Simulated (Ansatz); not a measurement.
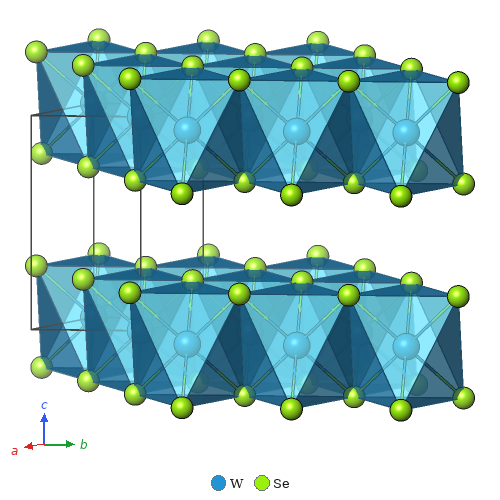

Polyhedra are drawn about W (bonds: Se–W below 2.9 Å); other atoms are plain spheres.

WSe₂ (space group P-3m1, No. 164). Coordinates: the input geometry of an electronic-structure calculation (not necessarily at equilibrium); the starting structure was generated, so it need not be a known form of this composition.

Q: What figure surrounds each W atom, and what does it share with the other drawn polyhedra?

A: W: WSe6 octahedron, sharing edges with six neighbours.

Q: What is the connectivity of the polyhedra: isolated, groups, chains, layers or framework?

A: They form layers of edge-sharing octahedra parallel to (001).

Q: How far apart are the centres of linked polyhedra?

A: Centre to centre across a shared edge: 3.32 Å.
